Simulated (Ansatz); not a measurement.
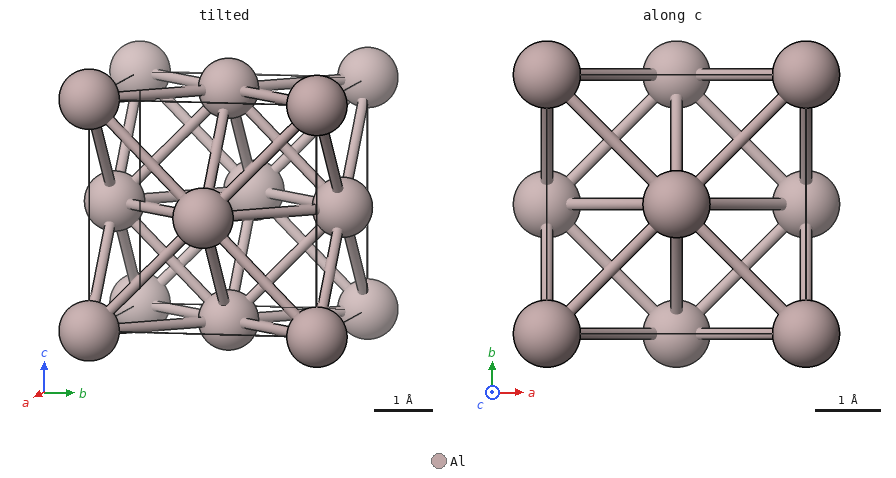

View slightly off an axis and along the c axis, drawn as a ball-and-stick model. The conventional unit cell is drawn as a box.

Al, face-centred cubic (Cu type), space group Fm-3m (No. 225), a = 4.041 Å, b = 4.041 Å, c = 4.041 Å, α = 90.00°, β = 90.00°, γ = 90.00°. Starting structure: a structure type filled with this element by a generator (whether the element takes this form wasn't checked). Earlier steps of the study may have refined or changed the cell and positions. It was run through Ansatz as a DFT input.

This one geometry was computed with Ansatz (DFT, plane waves, PAW) at three levels of theory: LDA, r2SCAN and PBE.

> Which level gives the highest pressure at this volume, and what does that say about its equilibrium volume?

Highest: PBE (0.0 GPa), which points to the largest equilibrium volume. Lowest, with the smallest volume: LDA (-3.3 GPa) and r2SCAN (-3.0 GPa). Levels within 0.5 GPa of each other can't be told apart.

> How does the band gap change with the level of theory?

All levels give a metal.

> Collect the results in a table.

| level | cutoff (eV) | k-mesh of the run's cell | gap (eV) | pressure (GPa) |
| --- | --- | --- | --- | --- |
| LDA | 420 | 26×26×26 | metal | -3.3 |
| r2SCAN | 500 | 26×26×26 | metal | -3.0 |
| PBE | 420 | 26×26×26 | metal | 0.0 |

Gaps are taken on the k-mesh or band path of each run.
